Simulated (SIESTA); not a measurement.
**NiO: 7 runs along one coordinate**

System: NiO (Fm-3m, 2 atoms in the cell).
Method: Kohn-Sham DFT of a periodic cell, PBE, PseudoDojo 0.4 standard, converted to PSML, spin-polarised (SIESTA 5.4.2).

The 7 runs differ only in the geometry, by an even scaling of the cell at fixed fractional positions. The structure derives from an entry of the Crystallography Open Database.

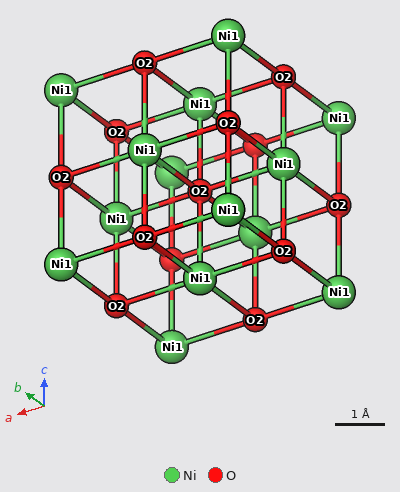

Figure 1. The structure of run 4 (ball-and-stick view of the cell 4 times as large as that of the calculation, set on its symmetry axes, seen at an oblique angle; atoms are numbered from 1 in the order of the input).

## Input of run 4
```
SystemName                      NiO
SystemLabel                     NiO
NumberOfSpecies                 2
NumberOfAtoms                   2
%block ChemicalSpeciesLabel
  1  28 Ni
  2   8 O
%endblock ChemicalSpeciesLabel

LatticeConstant                 1.0 Ang
%block LatticeVectors
     0.0000000000     2.0859016414     2.0859016414
     2.0859016414     0.0000000000     2.0859016414
     2.0859016414     2.0859016414     0.0000000000
%endblock LatticeVectors
AtomicCoordinatesFormat         Fractional
%block AtomicCoordinatesAndAtomicSpecies
     0.0000000000     0.0000000000     0.0000000000  1  Ni
     0.5000000000     0.5000000000     0.5000000000  2  O
%endblock AtomicCoordinatesAndAtomicSpecies

%block kgrid.MonkhorstPack
    8   0   0  0.0
    0   8   0  0.0
    0   0   8  0.0
%endblock kgrid.MonkhorstPack
XC.Functional                   GGA
XC.Authors                      PBE
PAO.BasisSize                   SZ
PAO.EnergyShift                 0.002 Ry
Mesh.Cutoff                     800 Ry
Spin                            polarized
%block DM.InitSpin
    1   1.000
    2   0.000
%endblock DM.InitSpin
OccupationFunction              FD
ElectronicTemperature           0.05 eV
MaxSCFIterations                200
SCF.MustConverge                false
SCF.Mixer.Method                Pulay
SCF.Mixer.Weight                0.1
SCF.Mixer.History               10
SCF.DM.Tolerance                5.0e-05
SCF.H.Tolerance                 1.0e-03 eV
WriteForces                     true
Charge.Mulliken                 end
```

Command:
```bash
siesta NiO.fdf > NiO.out 2>&1
```

Lattice vectors (Å) and fractional positions of run 4:
```
   0.000000    2.085902    2.085902
   2.085902    0.000000    2.085902
   2.085902    2.085902    0.000000
Ni  0.000000  0.000000  0.000000
O   0.500000  0.500000  0.500000
```

Run 3 differs from it as follows:
```diff
-     0.0000000000     2.0859016414     2.0859016414
-     2.0859016414     0.0000000000     2.0859016414
-     2.0859016414     2.0859016414     0.0000000000
+     0.0000000000     2.0719018797     2.0719018797
+     2.0719018797     0.0000000000     2.0719018797
+     2.0719018797     2.0719018797     0.0000000000
```

## Results, with one run withheld

| run | volume per atom (Å³) | free energy per atom, from the lowest run given (meV) | pressure (GPa) |
| --- | --- | --- | --- |
| 1 | 8.531 | 76.98 | 27.46 |
| 2 | 8.713 | 49.43 | 21.43 |
| 3 | 8.894 | ? | ? |
| 4 | 9.076 | 13.26 | 10.19 |
| 5 | 9.257 | 4.50 | 5.62 |
| 6 | 9.439 | 0.15 | 2.07 |
| 7 | 9.620 | 0.00 | −1.89 |

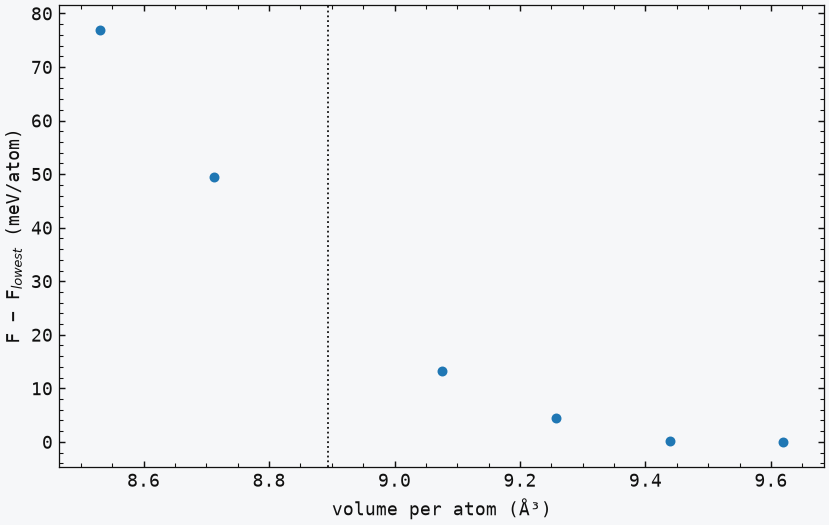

Figure 2. Free energy per atom of the runs given; the dotted line marks run 3.

Estimate the energy of run 3 from the others.

A cubic polynomial in V^(−2/3) (the Birch–Murnaghan form), fitted to the 6 runs given, misses them by at most 0.32 meV per atom. With x = V^(−2/3) − 0.22955 Å⁻², it reads F = 12.524 + 3730.8 x + 2.7098e+05 x² + 4.5773e+05 x³ (meV per atom). At run 3 it gives 28.38 meV per atom, and the run itself gives 28.13. The slope of the fit gives a pressure −dF/dV of 15.64 GPa there, and the run prints 16.09 GPa. The two needn't agree exactly: the fit is approximate, and the printed stress is taken on a finite basis. The fit has its minimum at 9.525 Å³ per atom, where V d²F/dV² gives 194 GPa: the bulk modulus at this level, since symmetry fixes the shape and the positions.

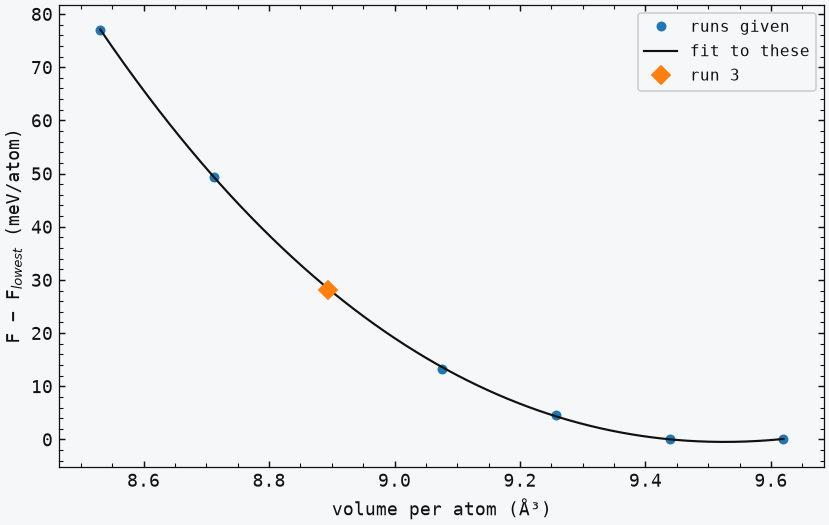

Figure 3. The fit and the withheld run.

## Some lines of the output (run 3)
```
[...]
outcell: Cell volume (Ang**3)        :     17.7884
stepf: Fermi-Dirac step function
siesta: Etot    =     -5007.405327
siesta: FreeEng =     -5007.432817
        iscf     Eharris(eV)        E_KS(eV)     FreeEng(eV)     dDmax    Ef(eV) dHmax(eV)
siesta: E_KS(eV) =            -5010.4125
siesta: E_KS - E_eggbox =     -5010.4125
siesta: Etot    =     -5010.412531
siesta: FreeEng =     -5010.424095
siesta:         Fermi =      -1.713359
siesta: Cell volume =         17.788427 Ang**3
    Orbital volume contribution        =           0.595467 eV
```

Notes: Points of doubt noted for this run: basis without polarisation orbitals; mulliken charges of long orbitals. With a small basis of atomic orbitals these values can differ much from converged plane-wave results.
